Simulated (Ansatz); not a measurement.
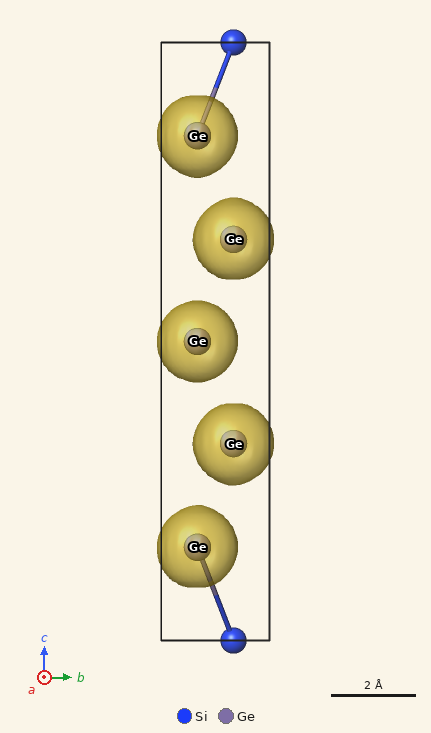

The picture shows: SiGe5. Isosurface of the valence charge density (pseudo) at 0.4 e/Å³ (yellow), seen along the a axis. Sticks mark near contacts.

Space group P-6m2; a structure generated by program, which may or may not match a known phase.

These are results of Ansatz 0.2.0, DFT PBE, scalar-relativistic, plane waves, PAW, not measurements.

Core electrons are frozen (PAW), and the valence fields are smoothed inside the atomic spheres.

### What does this surface tell about the bonding?

At this value the density breaks into separate islands; it holds about 75 % of the electrons treated as valence (semicore included). It bridges none of the near contacts. It is pinched off along the sampled Si–Ge (2.83 Å) contacts. On the grid the lowest density along these lines, outside the cores, is 0.24 e/Å³ (Si–Ge, 2.83 Å).

### How much charge does the calculation move between the atoms?

Very little charge moves. Bader charges: Si −0.04 and Ge +0.01 e.

### Does the calculation give a band gap?

It is gapless in this calculation (a metal or semimetal).
